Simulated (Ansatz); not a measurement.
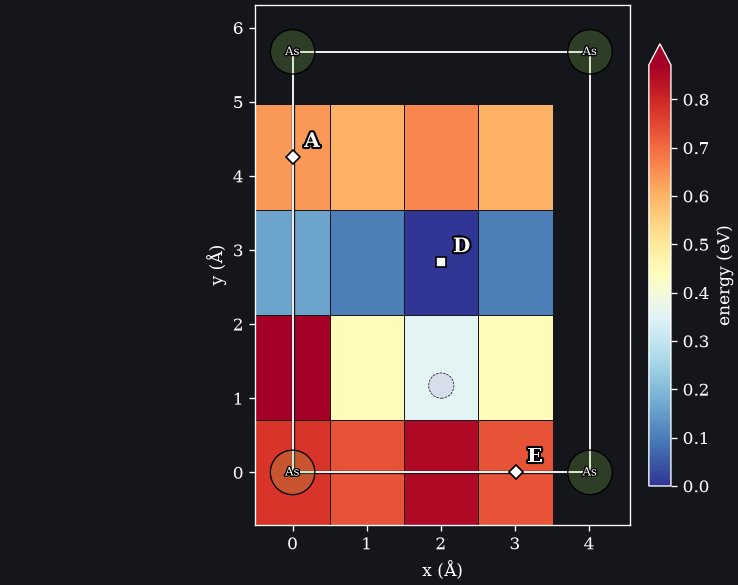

Br on an AlAs(110) slab cut from the F-43m phase (8 atoms of substrate and one adsorbate in a 1 × 1 cell). One Br atom a 1 × 1 cell is placed over a mesh of places on the rigid (1 1 0) surface, and only its height is relaxed. Places are given modulo a cell vector. The map is drawn in real space over the plane of the surface. Grid: 4 × 4 points. Energies: eV, counted from the lowest grid point. The relaxed height changes by up to 1.5 Å between neighbouring points. With one adsorbate in each 1 × 1 cell, its nearest image is 4.0 Å away, so neighbouring adsorbates interact. Level of theory: DFT PBEsol, scalar-relativistic, plane waves, PAW in Ansatz.

Drawn: one coloured cell a grid point, labelled circles for the atoms of the top layer and small ones for the second layer, the outline of one cell of the plane, one colour for all values above the top of the scale, lettered points.

Question: Rank the lettered points by energy, lowest first.

Answer: D (0.00 eV), A (0.64 eV), E (0.73 eV).
